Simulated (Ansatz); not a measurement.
# Single-point calculation, with input and output: TiAl

TiAl (6 atoms in the cell), computed with DFT r2SCAN, scalar-relativistic, plane waves, PAW, no spin polarisation (Ansatz 0.2.0).

The structure derives from a Materials Project entry. It belongs to a series of runs on one base structure; here: the crystal above the cut slid by 0.3333 of the vector 1 a1 + 1 a2 (4.969 Å). Figures and captions count atoms from 1; the log counts them from 0 in places.

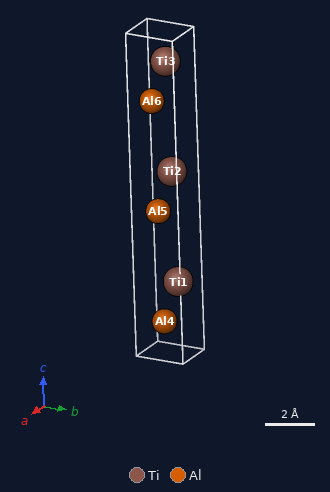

Fig. 1: The input geometry (ball-and-stick view of the cell of the calculation, seen slightly off an axis; atoms are numbered from 1 in the order of the input). An atom can appear more than once, as a periodic image. Near neighbours in the periodic cell (some may lie outside the picture): Ti has 6 Al at 2.85 Å and 6 Ti at 2.87 Å; Al has 6 Al at 2.87 Å and 6 Ti at 2.85 Å.

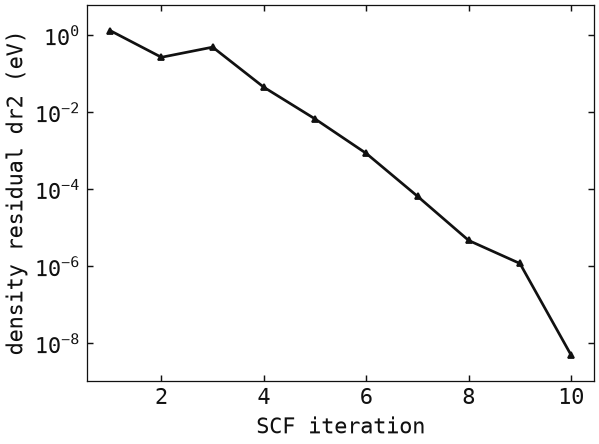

Fig. 2: Convergence of the self-consistent field: density residual dr2 against the SCF iteration. The residual falls almost steadily, with no more than small rises.

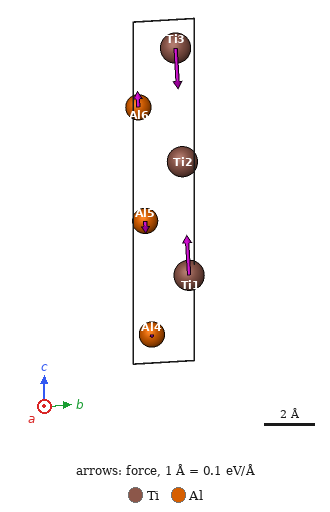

Fig. 3: Forces on the atoms as pink arrows (ball-and-stick view of the cell of the calculation, along the a axis; atoms are numbered from 1 in the order of the input); the smallest are left out. The largest act on Ti1, Ti3 (0.17 eV/Å); Al6 (0.07 eV/Å); Al5 (0.05 eV/Å). The geometry is not a stationary point of this energy.

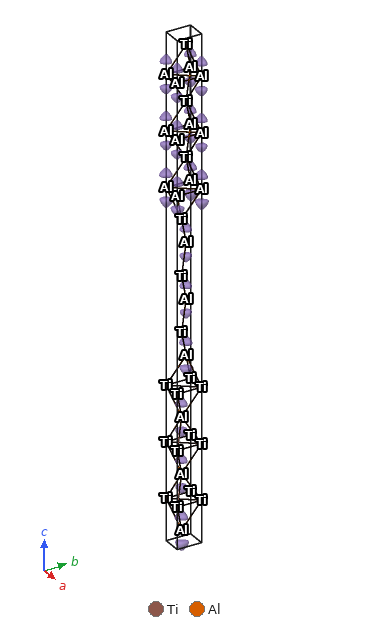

Fig. 4: Isosurface of the ELF at 0.75 (purple), seen slightly off an axis. Only the valence region is drawn (cores and ρ < 0.01 e/Å³ removed). Sticks mark near contacts. The outline is the cell set on symmetry axes. Values along the shortest contacts: Ti–Al (2.85 Å): the ELF is about 0.40 at the midpoint (nearly free electrons, as in a simple metal). Ti–Ti (2.87 Å): the ELF is about 0.30 at the midpoint (no localised pair between them). Core electrons are frozen (PAW), so the fields are smoothed inside the atomic spheres.

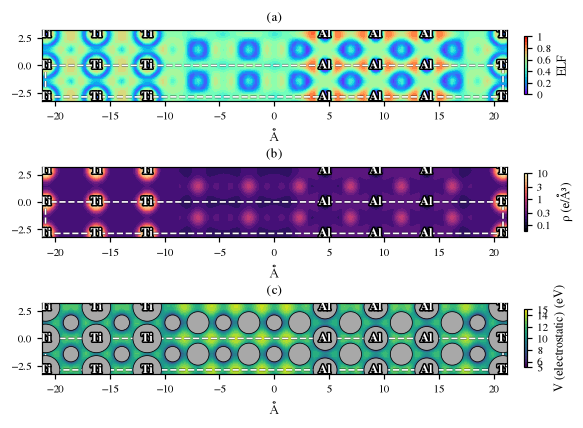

Fig. 5: (a) ELF; (b) valence electron density; (c) electrostatic potential (local pseudopotential plus Hartree) felt by an electron on the (11̄0) plane of the conventional cell. Grey discs, where drawn, cover atomic cores. Ti–Ti (2.87 Å): ρ at the midpoint is about 0.21 e/Å³; the ELF is about 0.25 at the midpoint; no shared electron pair. Away from the nuclei the density in this plane falls to 0.15 e/Å³ at its lowest. The strong features right at Ti lie inside the PAW spheres (semicore, d or f shells) and say nothing about bonding. Outside the cores the potential energy rises away from the atoms and is highest about 2.0 Å from the nearest atoms; outside the discs it spans about 8 eV, and its zero is arbitrary.

These pictures come from the run below.

The input:
```yaml
crystal:
  lattice:
    - [-2.8685970537, 0.0, 0.0]
    - [-1.4342985269, -2.4842779217, 0.0]
    - [-1.434155097, -0.8280098313, 13.9016027058]
  atoms:
    - { symbol: Ti, position: [-0.083319445, 0.916680555, 0.2499833333] }
    - { symbol: Ti, position: [-0.194419445, 0.805580555, 0.5833166667] }
    - { symbol: Ti, position: [-0.305519445, 0.694480555, 0.91665] }
    - { symbol: Al, position: [0.3055638883, 0.3055638883, 0.0833166667] }
    - { symbol: Al, position: [0.1944638883, 0.1944638883, 0.41665] }
    - { symbol: Al, position: [0.0833638883, 0.0833638883, 0.7499833333] }
basis:
  ecutwfc: 500
kpoints:
  mp_grid: { grid: [23, 23, 5] }
hamiltonian:
  xc: r2scan
scf:
  occupations: { method: gaussian, width: 0.15 }
output:
  forces: true
  stress: true
  eigenvalues: true
  write_density: true
  write_potential: true
  elf: true
  volumetric_format: npy
```

Run as:
```bash
ansatz run input.yaml --threads 2 --pin off --max-ram 5120MiB --backend cpu --events-out ev --progress --plain --runs-dir out
```

What the program printed:
```
Engine: ansatz 0.2.0, x86_64-unknown-linux-gnu
Pseudopotentials: kind: paw
Pseudopotential: Ti, paw, valence charge 12, recommended cutoff 500 eV (meta_gga), Ti.paw.azcp
Pseudopotential: Al, paw, valence charge 3, recommended cutoff 500 eV (meta_gga), Al.paw.azcp
Functional definition: r2SCAN
  parameter k0 = 0.174
  parameter k1 = 0.065
  parameter a1 = 4.9479
  exchange = r2scan_x(k0 = k0, k1 = k1, a1 = a1)
  correlation = r2scan_c
Crystal: 6 atoms, lattice volume = 99.068 Å³
Basis set: ecut = 500 eV, 2505 PW (Γ), exchange–correlation on 96×96×432 points (64 copies of the dense FFT grid, shifted against one another)
Bands: 29, of which v1, the nominal top of the filled ones, is band 23 counted from 1 (22 counted from 0)
Symmetry: 2 space group operations
Space group: Cm (ITA 8), of the structure as read, at distance tolerance 4.6e-5 Å
k-points: 696 of 2645 (time reversal used)
Non-local potential: Ti, projectors of the file, l = 0: 3, l = 1: 2, l = 2: 3, l = 3: 1
Non-local potential: Al, projectors of the file, l = 0: 2, l = 1: 2, l = 2: 1
PAW form: soft (Blöchl's): semilocal exchange-correlation on the pseudo side does not see the compensation charge
PAW frozen core: Ti, regenerated for the run's functional (the file was generated under x = pbe(κ = 0.804, μ = 0.2195149727645171), c = pbe(β = 0.06672455060314922))
PAW frozen core: Al, regenerated for the run's functional (the file was generated under x = pbe(κ = 0.804, μ = 0.2195149727645171), c = pbe(β = 0.06672455060314922))
PAW one-centre angular grid: Ti, 590 points (default); XC on 160 Gauss nodes
PAW one-centre angular grid: Al, 302 points (default); XC on 160 Gauss nodes
Initial density: superposition of atomic densities (neutral atoms: chi_scale 0, normalization atom), corrected by the library's trained network
Initial wavefunctions: pseudopotential atomic-orbital guess
Functional: x = r2scan, c = r2scan; τ floored in thin density (d = 2e-4 eV/Å³)
SCF iter   1: F=—  HF=-9135.889794 eV  |F-HF|=—  |Δ(HF+E_count)|=         —  Δρ=1.81e-2  dr2=1.33e0  dr2_τ=4.46e-2  ethr=1.77e-3  ⟨swp⟩=5.4  Hψ=90139  notcnv=0
preconditioner: auto → Kerker (q_TF=auto, 2.392 Å⁻¹)  [metal: Δε(μ)=0.000 eV  Ē_g=4.294 eV  σ=0.150 eV  W_gap=0.00  n_scr=10 (ndim 8)  ℏωp=17.1 eV  f_vac=0.000  D(μ)=6.69/eV (n_scr^D=80)]
SCF iter   2: F=—  HF=-9135.915173 eV  |F-HF|=—  |Δ(HF+E_count)|=   2.54e-2  Δρ=9.06e-3  dr2=2.70e-1  dr2_τ=1.24e-2  ethr=1.77e-3  ⟨swp⟩=2.9  Hψ=35396  notcnv=0  defer=629
SCF iter   3: F=—  HF=-9135.913159 eV  |F-HF|=—  |Δ(HF+E_count)|=   2.01e-3  Δρ=6.35e-3  dr2=4.95e-1  dr2_τ=4.36e-3  ethr=6.00e-4  ⟨swp⟩=2.5  Hψ=35865  notcnv=0  defer=614
SCF iter   4: F=—  HF=-9135.907050 eV  |F-HF|=—  |Δ(HF+E_count)|=   6.11e-3  Δρ=2.35e-3  dr2=4.50e-2  dr2_τ=3.70e-4  ethr=6.00e-4  ⟨swp⟩=1.2  Hψ=22243  notcnv=0  defer=614
SCF iter   5: F=—  HF=-9135.907056 eV  |F-HF|=—  |Δ(HF+E_count)|=   6.44e-6  Δρ=1.01e-3  dr2=6.76e-3  dr2_τ=8.95e-5  ethr=1.00e-4  ⟨swp⟩=1.2  Hψ=21316  notcnv=0  defer=615
SCF iter   6: F=—  HF=-9135.906937 eV  |F-HF|=—  |Δ(HF+E_count)|=   1.19e-4  Δρ=4.52e-4  dr2=8.59e-4  dr2_τ=1.30e-5  ethr=1.50e-5  ⟨swp⟩=1.0  Hψ=19806  notcnv=0  defer=615
SCF iter   7: F=—  HF=-9135.906923 eV  |F-HF|=—  |Δ(HF+E_count)|=   1.40e-5  Δρ=1.28e-4  dr2=6.63e-5  dr2_τ=6.40e-7  ethr=1.91e-6  ⟨swp⟩=1.0  Hψ=19623  notcnv=0  defer=614
SCF iter   8: F=—  HF=-9135.906922 eV  |F-HF|=—  |Δ(HF+E_count)|=   1.37e-6  Δρ=3.69e-5  dr2=4.71e-6  dr2_τ=2.32e-8  ethr=1.47e-7  ⟨swp⟩=1.1  Hψ=20221  notcnv=0  defer=608
SCF iter   9: F=—  HF=-9135.906922 eV  |F-HF|=—  |Δ(HF+E_count)|=   7.02e-8  Δρ=1.15e-5  dr2=1.19e-6  dr2_τ=4.90e-9  ethr=1.05e-8  ⟨swp⟩=1.0  Hψ=19619  notcnv=0  defer=608
SCF iter  10: F=-9135.906922 eV  HF=-9135.906922 eV  |F-HF|=4.23e-9  |Δ(HF+E_count)|=   2.05e-8  Δρ=1.14e-6  dr2=4.94e-9  dr2_τ=5.70e-11  ethr=2.22e-10  ⟨swp⟩=10.0  Hψ=117754  notcnv=0
SCF 1 converged in 10 iterations: F = -9135.906922 eV  dr2 = 4.94e-9
  greatest PAW one-centre occupation: 1.001 electrons in one spin orbital (limit 2), on the Ti atom at site 0 (counted from 0), in its partial waves of l = 1
SCF converged after 10 iterations
Free energy (F): -9135.906922 eV
Harris-Foulkes:  -9135.906922 eV  (|F-HF|=4.23e-9)
Internal energy: -9135.826607 eV  (E = F + TS)
E sigma→0 (E₀):  -9135.866764 eV
Entropy (-TS):   -0.080315 eV (-13.386 meV/atom)
Fermi energy:    10.615829 eV
--- Per-component energies (eV) ---
  E_band       = -545.746499
  E_kinetic    = 888.205732
  E_local      = -3432.868240  (includes V_loc(G=0)·N_el)
  E_nonlocal   = 51.938861
  E_hartree    = 1480.019861
  E_xc         = -389.689340
  E_vxc        = -492.826940  (∫ρ·V_xc dr)
  E_paw        = -4590.209271  (= ΣΔE_a)
  E_vpaw       = -551.253932  (= ΣTr[D̂ρ^β])
  E_aug_tail   = 0.000267  (compensation charges beyond the density's cutoff)
  E_vtau       = 31.018568  (kinetic-family band-sum trace: ∫τ·v_τ [+ j·A + Jᵃ·Aᵃ] dr)
  E_ewald      = -3142.283781
  E_core_change = -0.940696  (= ΣΔE_core)
  E_smearing   = -0.080315  (= −TS)
  E_closure    = -0.000000  (closes the sum)
  Σ components = -9135.906922   (vs F -9135.906922, Δ=0.00e0)
--- Forces (eV/Å), atoms counted from 1 ---
  atom   1  Ti     0.00006902     0.00003985     0.16662451
  atom   2  Ti     0.00002087     0.00001205     0.00305291
  atom   3  Ti     0.00010123     0.00005845    -0.16967421
  atom   4  Al    -0.00016699    -0.00009641    -0.01502490
  atom   5  Al    -0.00000737    -0.00000425    -0.05293141
  atom   6  Al    -0.00001631    -0.00000942     0.06795915
  max |Σ_I F_I| component: 6.05e-6 eV/Å
--- Stress (GPa, compression-positive) ---
        0.164383      -0.001679       0.000087
       -0.001679       0.166321       0.000050
        0.000087       0.000050       0.054386
  P = ⅓ Tr σ = 0.1284 GPa (1.284 kbar)
--- Band table (eV; the first three rows and the last of 696) ---
  k-point 0: bands = ["-48.3183", "-48.3044", "-48.2527", "-23.5801", "-23.5761", "-23.5228", "-23.1665", "-23.1665", "-23.1419", "-23.1419", "-23.0849", "-23.0849", "0.9929", "1.6176", "1.7925", "5.4573", "5.5928", "8.1470", "8.5187", "9.9421", "10.0539", "11.9471", "11.9471", "11.9810", "11.9810", "12.0611", "12.0611", "13.5277", "13.5277"]
  k-point 1: bands = ["-48.3183", "-48.3044", "-48.2527", "-23.5801", "-23.5761", "-23.5228", "-23.1665", "-23.1665", "-23.1419", "-23.1419", "-23.0849", "-23.0849", "1.0164", "1.4917", "1.9103", "5.1290", "6.0287", "7.7448", "8.8616", "9.8210", "10.1127", "11.9470", "11.9471", "11.9810", "11.9810", "12.0611", "12.0611", "13.5296", "13.5296"]
  k-point 2: bands = ["-48.3183", "-48.3044", "-48.2527", "-23.5801", "-23.5761", "-23.5228", "-23.1665", "-23.1665", "-23.1419", "-23.1419", "-23.0849", "-23.0849", "1.0699", "1.3521", "2.0221", "4.9086", "6.5860", "7.1725", "9.2617", "9.5878", "10.1573", "11.9470", "11.9471", "11.9810", "11.9810", "12.0611", "12.0611", "13.5332", "13.5332"]
  k-point 695: bands = ["-48.2180", "-48.2043", "-48.1530", "-23.7652", "-23.7396", "-23.6804", "-23.4785", "-23.4760", "-23.4227", "-23.3111", "-23.2863", "-23.2288", "6.5655", "6.7643", "6.9648", "7.1673", "7.4788", "7.7462", "8.7044", "9.1148", "9.4396", "9.5995", "10.3645", "10.7108", "11.6237", "12.1744", "12.5990", "12.7625", "12.8374"]
```

Results in brief:

| quantity | value |
| --- | --- |
| outcome | converged |
| space group (tolerance 0.01 Å) | R3m (160) |
| electrons treated | 45 |
| free energy | −9135.9069 eV |
| Fermi energy | 10.616 eV |
| gap on the k-point mesh | none (metallic) |
| pressure | 0.13 GPa |
| largest force (length of the vector) | 0.170 eV/Å |
| hardware | 2 threads of AMD EPYC (Zen 5), 32 GiB of memory available, shared host |
| wall time | 78 s (CPU time 2.6 min) |
| peak memory | 2.1 GiB |
